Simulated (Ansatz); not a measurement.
Consider FePt.

The calculation's input:

```
crystal:
  lattice:
    - [1.8829287838, 1.8829287838, 3.8139328512]
    - [1.8829287838, 3.8139328512, 1.8829287838]
    - [3.8139328512, 1.8829287838, 1.8829287838]
  atoms:
    - { symbol: Fe, position: [0.0, 0.0, 0.0], spin: 3.0 }
    - { symbol: Pt, position: [0.5, 0.5, 0.5] }
basis:
  ecutwfc: 420
kpoints:
  mp_grid: { grid: [18, 18, 18] }
hamiltonian:
  xc: pbe
scf:
  occupations: { method: gaussian, width: 0.1 }
  lower_state_search: "off"
output:
  forces: true
  stress: true
  eigenvalues: true
  populations: true
  write_density: true
  write_potential: true
  elf: true
  volumetric_format: npy
magnetization:
  spin_polarized: true
relax:
  adjacent_minimum: "off"
  f_tol: 0.01
  max_steps: 60
  cell: { stress_tol: 0.05 }
```

Command:

```sh
ansatz run input.yaml --threads 1 --pin off --max-ram 2560MiB --backend cpu --events-out ev --progress --plain --runs-dir out
```

Below, planes, directions and counts refer to the conventional cell (a = 2.73 Å, b = 2.73 Å, c = 13.13 Å, α = 90.00°, β = 90.00°, γ = 120.00°).

The fields are those of the relaxed geometry.

Space group R-3m; started from the CuPt (L1_1) prototype, which need not be the ambient phase; spin-polarised.

Method: DFT PBE, scalar-relativistic, plane waves, PAW in Ansatz.

What can the converged valence pseudo-density, electron localisation function and spin density tell about the bonding?

Fe–Fe (2.73 Å): ρ is about 0.23 e/Å³ halfway; the ELF is about 0.25 at the midpoint; no shared electron pair shows on this line.
Pt–Pt (2.73 Å): the density is about 0.41 e/Å³ at the midpoint; the ELF is about 0.30 at the midpoint: no localised pair shows between them.
The spin density sits on Fe: +2.9 μB (×3) in one cell of 6 atoms, with smaller moments on Pt (up to +0.32 μB): parallel main moments, as they must be, since the calculation's own cell holds one magnetic site. The cell of the calculation (2 atoms) carries 3.2 μB of net spin moment.

Metal or insulator at this level of theory?

It is metallic or semimetallic at this level of theory: no gap opens.

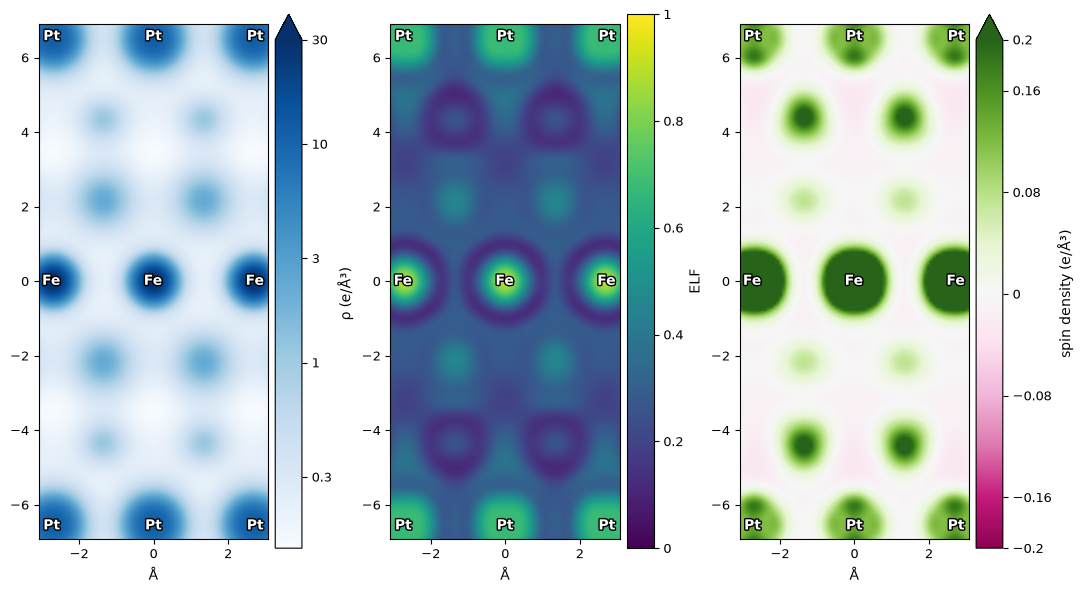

Computed valence pseudo-density, electron localisation function and spin density on the (010) plane of the conventional cell, in this order. Atoms just off the plane (Fe, 0.8 Å away and Pt, 0.8 Å away) can leave unmarked features too.
